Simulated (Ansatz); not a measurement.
# A series of single points on CdSe

System: CdSe (P6₃mc, 4 atoms in the cell).
Method: Kohn-Sham DFT of a periodic cell, PBE, Ansatz PAW, no spin polarisation (Ansatz 0.2.0).

The 5 runs differ only in the geometry, by an even scaling of the cell at fixed fractional positions. The structure derives from an entry of the Crystallography Open Database.

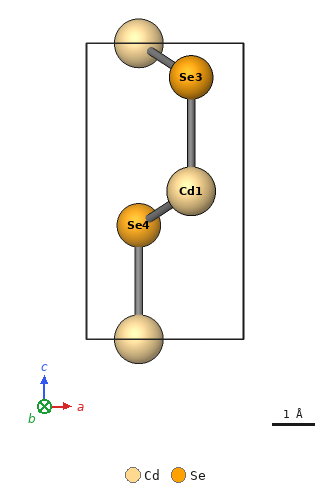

Figure 1. The structure of run 3 (ball-and-stick view of the cell of the calculation, along the b axis; atoms are numbered from 1 in the order of the input).

### Input of run 3
```yaml
crystal:
  lattice:
    - [4.3284776511, 0.0, 0.0]
    - [-2.1642388256, 3.7485716056, 0.0]
    - [0.0, 0.0, 7.0664914211]
  atoms:
    - { symbol: Cd, position: [0.6666666667, 0.3333333333, 0.5] }
    - { symbol: Cd, position: [0.3333333333, 0.6666666667, 0.0] }
    - { symbol: Se, position: [0.6666666667, 0.3333333333, 0.885] }
    - { symbol: Se, position: [0.3333333333, 0.6666666667, 0.385] }
hamiltonian:
  xc: pbe
  pseudopotentials: { kind: paw }
kpoints:
  mp_grid: { grid: [7, 7, 4] }
scf:
  occupations: { method: fermi_dirac, width: 0.05 }
output:
  forces: true
  stress: true
  eigenvalues: true
```

Command:
```bash
ansatz run input.yaml --threads 2 --pin off --max-ram 5120MiB --backend cpu --events-out ev --progress --plain --runs-dir out
```

Run 2 differs from it as follows:
```diff
-    - [4.3284776511, 0.0, 0.0]
-    - [-2.1642388256, 3.7485716056, 0.0]
-    - [0.0, 0.0, 7.0664914211]
+    - [4.3, 0.0, 0.0]
+    - [-2.15, 3.7239092363, 0.0]
+    - [0.0, 0.0, 7.02]
```

### Results, with one run withheld

```csv
run,volume per atom (Å³),"free energy per atom, from the lowest run given (meV)",pressure (GPa),gap on the mesh (eV)
1,26.416,67.39,7.13,0.83
2,28.102,?,?,?
3,28.665,6.59,1.91,0.66
4,29.227,1.65,0.92,0.62
5,29.789,0.00,0.03,0.57
```

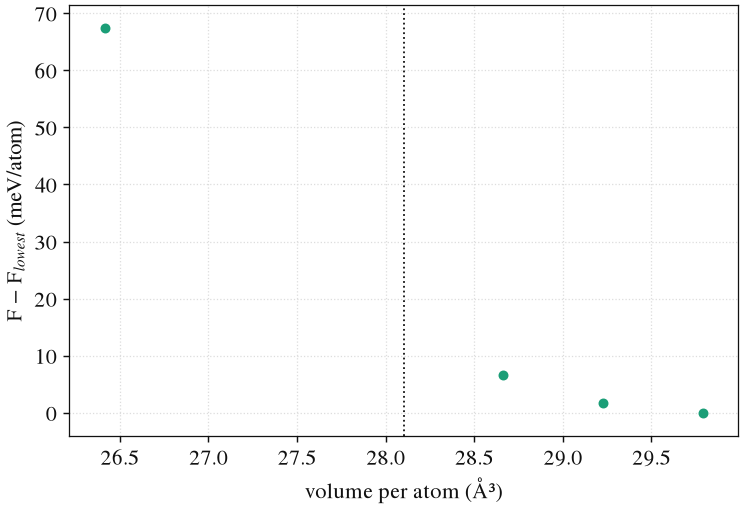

Figure 2. Free energy per atom of the runs given; the dotted line marks run 2.

Fit the runs given and predict run 2.

A quadratic polynomial in V^(−2/3) (the Birch–Murnaghan form), fitted to the 4 runs given, misses them by at most 0.02 meV per atom. With x = V^(−2/3) − 0.10724 Å⁻², it reads F = 9.1023 + 5691.5 x + 8.9061e+05 x² (meV per atom). At run 2 it gives 15.29 meV per atom, and the run itself gives 15.20. The slope of the fit gives a pressure −dF/dV of 3.03 GPa there, and the run prints 3.01 GPa. The fit has no minimum inside this range. The gap on the mesh goes, without turning, from 0.83 eV in run 1 to 0.57 eV in run 5; run 2 has 0.70 eV. These are gaps of this functional on this mesh, which can miss the band edges; they aren't the measured gap.

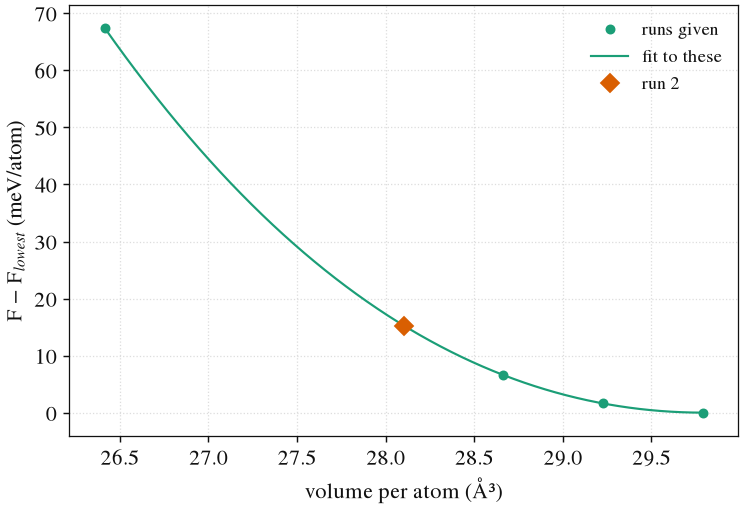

Figure 3. The fit and the withheld run.

### Output, shortened to warnings, some set-up lines, iterations and results (run 2)
```
Basis set: ecut = 420 eV, 2189 PW (Γ), exchange–correlation on 60×60×96 points (8 copies of the dense FFT grid, shifted against one another)
Symmetry: 12 space group operations
k-points: 24 of 196 (time reversal used)
Initial density: superposition of atomic densities (neutral atoms: chi_scale 0, normalization atom), corrected by the library's trained network
[...]
SCF iter   1: F=—  HF=-27449.509514 eV  |F-HF|=—  |Δ(HF+E_count)|=         —  Δρ=8.74e-4  dr2=1.68e-3  ethr=1.77e-3  ⟨swp⟩=6.3  Hψ=3881  notcnv=0  defer=12
SCF iter   2: F=—  HF=-27449.510670 eV  |F-HF|=—  |Δ(HF+E_count)|=   1.16e-3  Δρ=5.03e-4  dr2=5.13e-4  ethr=2.34e-6  ⟨swp⟩=2.0  Hψ=1692  notcnv=0  defer=23
SCF iter   3: F=—  HF=-27449.510715 eV  |F-HF|=—  |Δ(HF+E_count)|=   4.50e-5  Δρ=2.29e-4  dr2=4.26e-5  ethr=7.12e-7  ⟨swp⟩=2.0  Hψ=1418  notcnv=0  defer=7
SCF iter   4: F=—  HF=-27449.510763 eV  |F-HF|=—  |Δ(HF+E_count)|=   4.85e-5  Δρ=9.93e-5  dr2=1.16e-5  ethr=5.92e-8  ⟨swp⟩=2.5  Hψ=1774  notcnv=0  defer=7
SCF iter   5: F=—  HF=-27449.510778 eV  |F-HF|=—  |Δ(HF+E_count)|=   1.50e-5  Δρ=3.45e-5  dr2=2.10e-6  ethr=1.61e-8  ⟨swp⟩=2.0  Hψ=1369  notcnv=0  defer=7
SCF iter   6: F=—  HF=-27449.510780 eV  |F-HF|=—  |Δ(HF+E_count)|=   1.89e-6  Δρ=9.87e-6  dr2=1.05e-7  ethr=2.92e-9  ⟨swp⟩=2.0  Hψ=1419  notcnv=0  defer=7
SCF iter   7: F=-27449.510780 eV  HF=-27449.510780 eV  |F-HF|=9.46e-9  |Δ(HF+E_count)|=   2.49e-7  Δρ=4.97e-6  dr2=2.53e-8  ethr=1.39e-10  ⟨swp⟩=7.5  Hψ=4359  notcnv=0
SCF 1 converged in 7 iterations: F = -27449.510780 eV  dr2 = 2.53e-8
SCF converged after 7 iterations
Free energy (F): -27449.510780 eV
Harris-Foulkes:  -27449.510780 eV  (|F-HF|=9.46e-9)
Internal energy: -27449.510765 eV  (E = F + TS)
E sigma→0 (E₀):  -27449.510773 eV
Entropy (-TS):   -0.000015 eV (-0.004 meV/atom)
Fermi energy:    7.861806 eV
--- Per-component energies (eV) ---
  E_band       = -1779.235656
  E_kinetic    = 1248.246233
  E_local      = -12776.457256  (includes V_loc(G=0)·N_el)
  E_nonlocal   = -1124.723768
  E_hartree    = 6078.069661
  E_xc         = -562.480721
  E_vxc        = -640.392411  (∫ρ·V_xc dr)
  E_paw        = -11989.160996  (= ΣΔE_a)
  E_vpaw       = -642.062664  (= ΣTr[D̂ρ^β])
  E_aug_tail   = -0.001150  (compensation charges beyond the density's cutoff)
  E_ewald      = -8323.002769
  E_smearing   = -0.000015  (= −TS)
  E_closure    = -0.000000  (closes the sum)
  Σ components = -27449.510780   (vs F -27449.510780, Δ=0.00e0)
--- Forces (eV/Å), atoms counted from 1 ---
  atom   1  Cd     0.00000000     0.00000000     0.28164955
  atom   2  Cd     0.00000000    -0.00000000     0.28164955
  atom   3  Se     0.00000000     0.00000000    -0.28164253
  atom   4  Se    -0.00000000    -0.00000000    -0.28164253
  max |Σ_I F_I| component: 1.40e-5 eV/Å
--- Stress (GPa, compression-positive) ---
        3.687344       0.000000       0.000000
        0.000000       3.687344       0.000000
        0.000000      -0.000000       1.663183
  P = ⅓ Tr σ = 3.0126 GPa (30.126 kbar)
```
